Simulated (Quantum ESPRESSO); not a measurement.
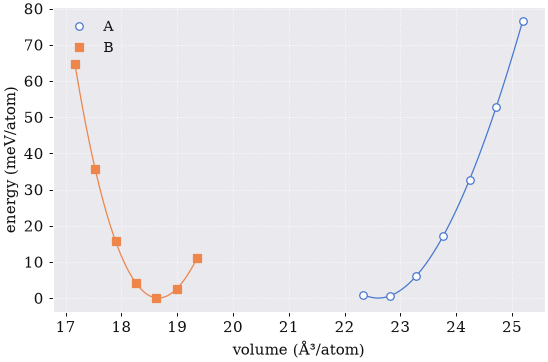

The figure compares two calculations of the energy against volume, each curve from its own zero. The first is for ZrS₂, space group P-3m1 (No. 164).

The cell holds 3 atoms.

How it was computed, with Quantum ESPRESSO 7.5: plane-wave DFT, no spin polarisation; energies at scaled volumes of the given cell, shape and fractions fixed, counted from the fit's minimum, third-order Birch-Murnaghan fit. Level: LDA.

```tsv
setting	value
k mesh	8×8×5
occupations	Fermi–Dirac
smearing width	0.05 eV
potentials	PseudoDojo 0.4.1 SR LDA standard
wave cutoff	952.4 eV
density cutoff	3810 eV
```

In the second, Zr is replaced by Pt on all its sites, which gives PtS₂ in the same structure. The second calculation uses wave cutoff 1034.033 eV and k mesh 9×9×5.

Question: Which of A and B is the second calculation, and what did the change do?

Answer: B. The equilibrium volume falls from 22.60 to 18.66 Å³/atom (−17 %) and the bulk modulus rises from 99.4 to 147.4 GPa (+48 %).

For ZrS₂, limits of the calculation: shape and atomic fractions are frozen while scaling, which makes layered, chain and framework solids too stiff.

For PtS₂, limits of the calculation: spin-orbit coupling left out, heavy elements; shape and atomic fractions are frozen while scaling, which makes layered, chain and framework solids too stiff.

V0 and the bulk modulus come from third-order Birch–Murnaghan fits.
